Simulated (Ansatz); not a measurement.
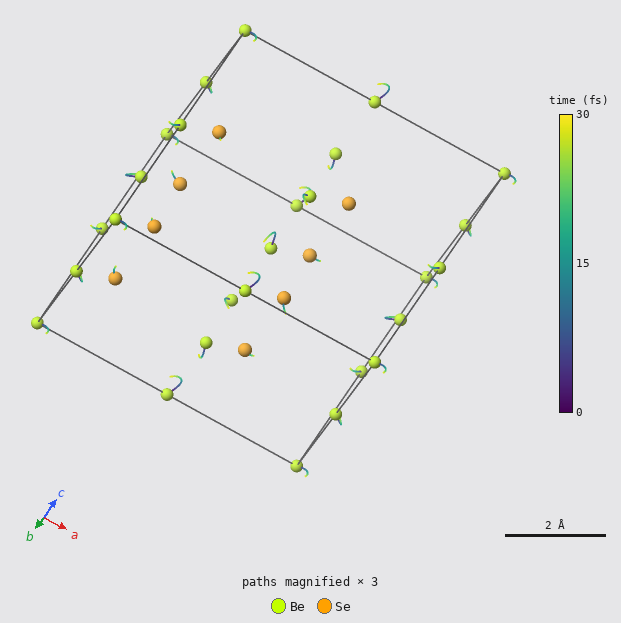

Molecular dynamics of a 16-atom cell of BeSe (built on the zincblende type), 30 fs long. Lines trace each atom's path, coloured by time; spheres stand at the starting positions. The excursions are magnified 3 times. Seen from a free direction in the reduced simulation cell.

Theory: Ansatz, DFT, PBE, plane waves, PAW. Set-up: plane-wave cutoff 420 eV; k-point mesh 2 × 2 × 2; Fermi-Dirac smearing 0.052 eV; Nosé-Hoover thermostat (NVT); set temperature 600 K; time step 1.5 fs.

### Describe the motion.

In the second half of the run the atoms are, in the root-mean-square, this far from where they began (common drift taken out): Be 0.13 Å, Se 0.07 Å. The run lasts only 30 fs, too short to tell vibration from diffusion.
